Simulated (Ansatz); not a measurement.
System: Sn, space group I4/mmm (No. 139).

The given structure:
```yaml
crystal:
  lattice:
    - [-1.65013, 1.65013, 2.43537]
    - [1.65013, -1.65013, 2.43537]
    - [1.65013, 1.65013, -2.43537]
  atoms:
    - { symbol: Sn, position: [0.00000, 0.00000, 0.00000] }
```

Computed with Ansatz 0.2.0: elastic stress-strain coefficients at zero temperature from small strains of the given cell, Voigt order xx yy zz yz xz xy, Cartesian axes of the cell vectors; plane waves with PAW datasets, Γ-centred k mesh. Level: PBEsol, no spin polarisation.

```csv
setting,value
wave cutoff,420 eV
k mesh,20×20×20
occupations,Fermi–Dirac
smearing width,0.15 eV
ions,relaxed
strain amplitude,0.005
```

What does the calculation give for the stiffness matrix in Voigt order?

Its least eigenvalue is close to zero (−0.9 GPa), so the crystal is at the edge of mechanical stability.

Stiffness matrix C (GPa), Voigt order:
|  | xx | yy | zz | yz | xz | xy |
| --- | --- | --- | --- | --- | --- | --- |
| xx | 75.0 | 35.3 | 53.1 | 0.0 | 0.0 | 0.0 |
| yy | 35.3 | 75.0 | 53.1 | 0.0 | 0.0 | 0.0 |
| zz | 53.1 | 53.1 | 59.8 | 0.0 | 0.0 | 0.0 |
| yz | 0.0 | 0.0 | 0.0 | 15.5 | 0.0 | 0.0 |
| xz | 0.0 | 0.0 | 0.0 | 0.0 | 15.5 | 0.0 |
| xy | 0.0 | 0.0 | 0.0 | 0.0 | 0.0 | −0.9 |

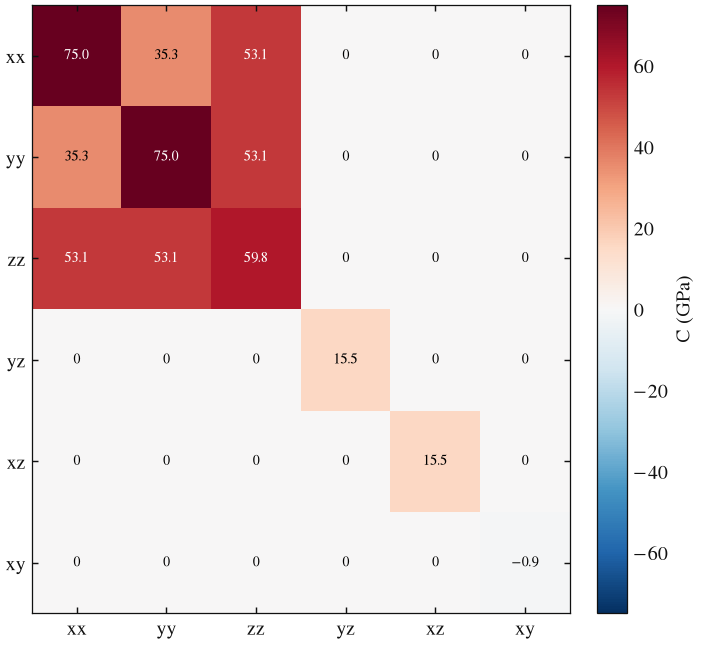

Caveats: metal sensitive to the k mesh.
